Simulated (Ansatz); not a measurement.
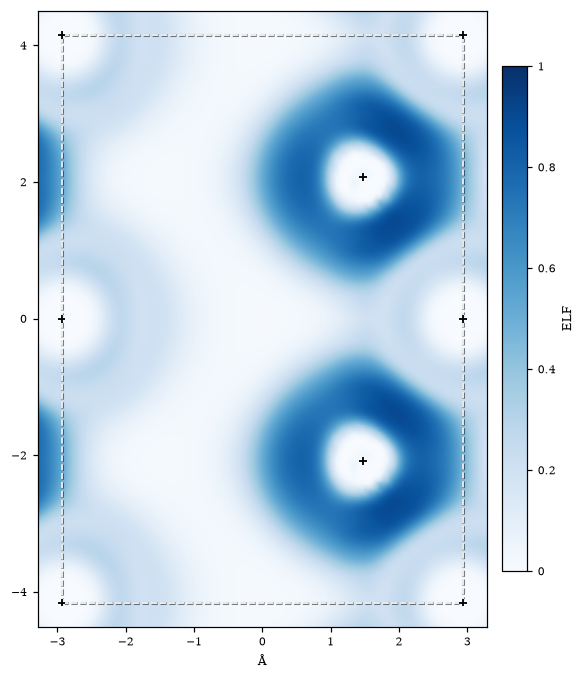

The ELF on a plane through atoms (crosses mark nuclei in the plane).

These are results of DFT PBEsol, scalar-relativistic, plane waves, PAW in Ansatz, not measurements.

Candidates:
A. CoSi, a = 4.78 Å, b = 4.78 Å, c = 3.70 Å, α = 90.00°, β = 90.00°, γ = 120.00°. Space group P6/mmm; computed without spin polarisation.
B. Zr5S12 (slab), a = 3.63 Å, b = 8.61 Å, c = 27.14 Å, α = 90.00°, β = 90.00°, γ = 90.00°. Not relaxed (largest force 1.2 eV/Å).
C. InP, a = 5.88 Å, b = 5.88 Å, c = 5.88 Å, α = 90.00°, β = 90.00°, γ = 90.00°. Space group F-43m.

### Which candidate gave the map?

Candidate C: InP on the (011) plane of the conventional cell, which holds In and P. In–P (2.55 Å): the ELF peaks at about 0.90 in the valence shell of P, 0.9 Å from its nucleus, and is about 0.55 at the midpoint.
